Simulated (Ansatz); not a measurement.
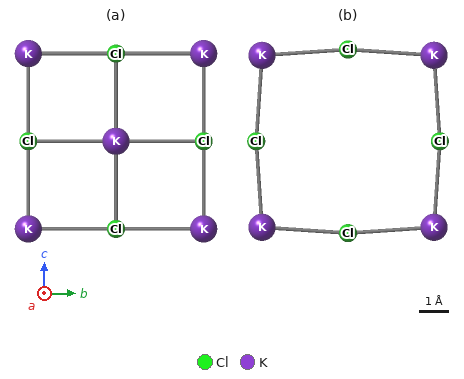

Left: perfect KCl. Right: the same region with one point defect, after relaxing the atoms in a supercell of 64 sites. A ball-and-stick model of the atoms within 6.0 Å of one point, in a slice 4.2 Å thick across the line of sight, seen along the a axis.

Level of theory: DFT, PBEsol, PAW, plane waves in Ansatz 0.2.0. Settings: plane-wave cutoff 420 eV; k-point mesh 1 × 1 × 1; mesh shifted by (0.25, 0.25, 0.25); no spin polarisation. Fermi-Dirac smearing of 0.01 eV. A uniform background neutralises the charged cell. The axes drawn are those of the host's conventional cell.

### Which defect is it?

A potassium atom is taken out (a vacancy).

The charge state of the cell is −1.

### What does the relaxation do around it?

Around the empty K site the host had 6 Cl at 3.12 Å; after relaxation the nearest atoms are 6 Cl at 3.27 Å. Of the host's atoms, a chlorine atom moves furthest from its site, by 0.15 Å.

Limits of the set-up: the cell is charged, on a uniform background, and energies carry no finite-size correction.
